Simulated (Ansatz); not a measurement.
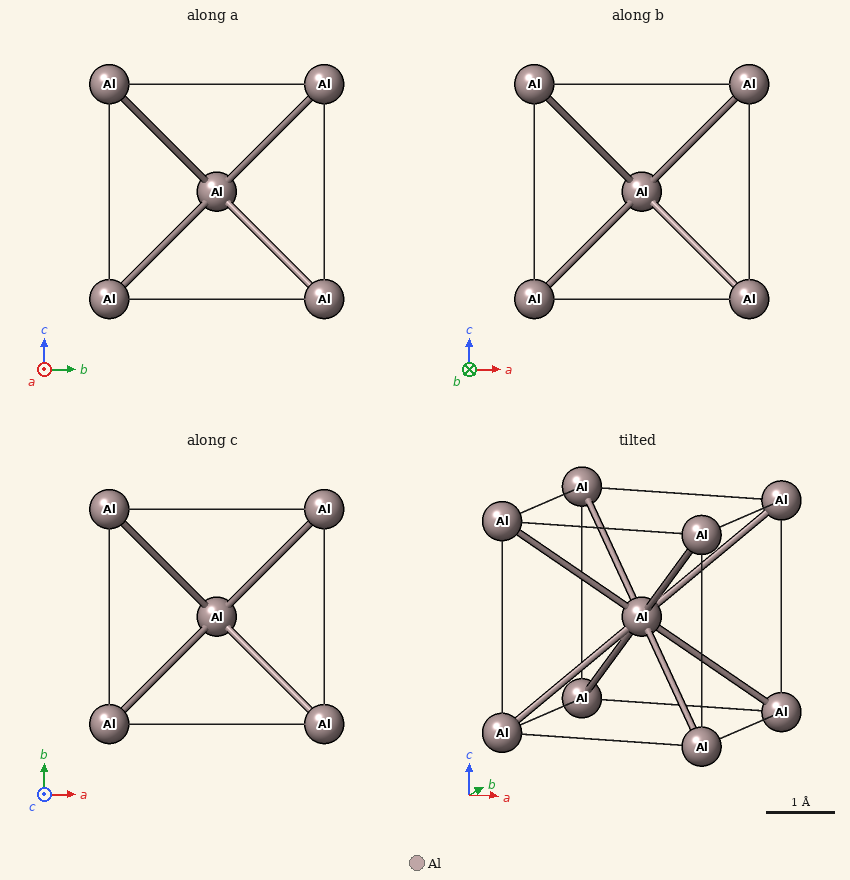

The image is a ball-and-stick drawing of a crystal, viewed along the a axis, along the b axis, along the c axis and slightly off an axis. The frame is the conventional unit cell; atoms at its boundary are shown with their periodic copies.

Lattice parameters: a = 3.191 Å, b = 3.191 Å, c = 3.191 Å, α = 90.00°, β = 90.00°, γ = 90.00°. Put a along x and b in the xy plane.

### From the views, write a POSCAR file.

```
Al
1.0
     3.191    0.000    0.000
     0.000    3.191    0.000
     0.000    0.000    3.191
Al
2
Direct
  0.0000 0.0000 0.0000
  0.5000 0.5000 0.5000
```

It goes back to a structure type filled with this element by a generator (whether the element takes this form wasn't checked). Atoms and cell were optimised with Ansatz 0.2.0, DFT, r2SCAN, plane waves (500 eV) with PAW, scalar-relativistic.
